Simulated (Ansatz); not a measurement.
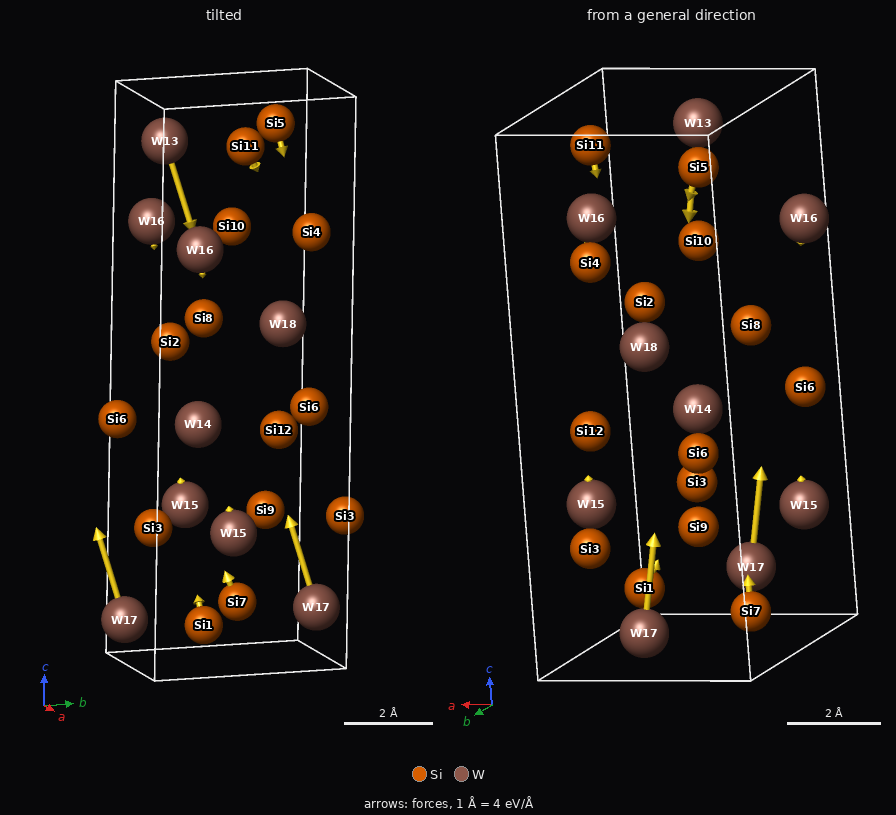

The figure gives a spheres-only picture of the atoms, viewed slightly off an axis and from a general direction. Thin lines show the simulation cell, with boundary atoms drawn in all their periodic places. The arrows are the computed forces on the atoms.

System: Si₂W. Computational set-up: Ansatz 0.2.0, DFT PBEsol, scalar-relativistic, plane waves, PAW, a basis cut at 420 eV, a 10×10×3 k-point grid, Gaussian smearing of 0.15 eV, no spin polarisation.

### Judging by the arrows, is the geometry relaxed?

No. The atoms still feel forces of up to about 6.9 eV/Å, far above a usual threshold of 0.01 to 0.03 eV/Å.

### Where is the maximum force, and how large is it?

W13 and W17, about 6.9 eV/Å.

Origin of the cell: a structure listed in the Materials Project. The cell was then strained or its atoms displaced on purpose. It was the input of a calculation with Ansatz.
